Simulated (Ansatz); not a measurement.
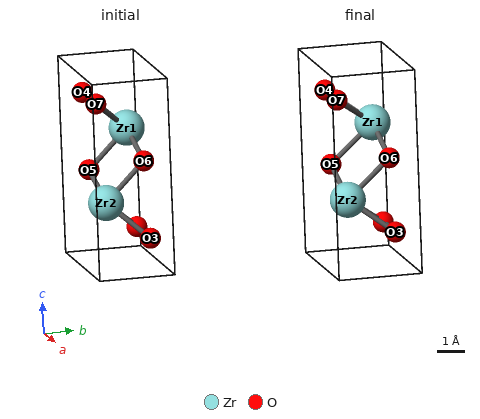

The structure of solid ZrO$_{3}$ (a generated structure, set up in P2_1/m) (coarse preliminary run) before (left) and after (right) a relaxation, at one scale.

The picture is a ball-and-stick view of the cell of the calculation, seen slightly off an axis.

The calculation used Ansatz 0.2.0, DFT PBE, scalar-relativistic, plane waves, PAW.

The input:
```yaml
crystal:
  lattice:
    - [4.1892880938, 0.0, 0.0]
    - [0.0, 2.954089827, 0.0]
    - [-0.9612438366, 0.0, 7.3785541643]
  atoms:
    - { symbol: Zr, position: [0.28475845, 0.75, 0.65178673] }
    - { symbol: Zr, position: [0.71524155, 0.25, 0.34821327] }
    - { symbol: O, position: [0.87426438, 0.75, 0.17590559] }
    - { symbol: O, position: [0.12573562, 0.25, 0.82409441] }
    - { symbol: O, position: [0.23786358, 0.25, 0.44720625] }
    - { symbol: O, position: [0.76213642, 0.75, 0.55279375] }
    - { symbol: O, position: [0.52338434, 0.25, 0.82381262] }
    - { symbol: O, position: [0.47661566, 0.75, 0.17618738] }
basis:
  ecutwfc: 420
kpoints:
  mp_grid: { grid: [6, 6, 4] }
hamiltonian:
  xc: pbe
scf:
  occupations: { method: gaussian, width: 0.1 }
output:
  forces: true
  stress: true
  eigenvalues: true
relax:
  adjacent_minimum: "off"
  f_tol: 0.05
  max_steps: 80
  cell: { stress_tol: 0.5 }
```

Launched with:
```bash
ansatz run input.yaml --threads 4 --pin off --max-ram 12288MiB --backend cpu --events-out ev --progress --plain --runs-dir out
```

Summarise the run.

Answer. The largest moves relative to the cell, 0.15 Å, are those of O7 and O8. O7 goes along [−3 0 −2]. Largest moves by element: O 0.15 Å, Zr 0.01 Å. The volume changes by +12.6 %, with a 4.189 → 4.114 Å (−1.8 %), b 2.954 → 3.261 Å (+10.4 %), c 7.441 → 7.718 Å (+3.7 %), β 97.4° → 96.7°. Among the contacts that change: Zr1–Zr1 2.954 → 3.261 Å, O3–O8 1.666 → 1.488 Å, Zr1–Zr2 3.404 → 3.505 Å, Zr1–O5 2.112 → 2.209 Å. Bond angles that change, for instance: Zr1–O4–Zr1 88.4° → 98.4°, Zr1–O5–Zr1 88.8° → 95.2°, Zr2–O5–Zr2 141.6° → 135.9°. The space group stays P2_1/m (No. 11). The energy falls by 197 meV per atom in 7 accepted moves (9 points after the start). The largest force component goes from 2.5 to 0.012 eV/Å. Pressure: 12.11 GPa at the start and 0.29 GPa at the end. The SCF was repeated twice at an unchanged geometry on a basis and grid sized afresh for the cell, which shifted the energy by 14.4 meV per atom at most. Cost: 13 s on 4 threads of AMD EPYC 9R45 (Zen 5), with other jobs on the host, peak memory 0.61 GiB.
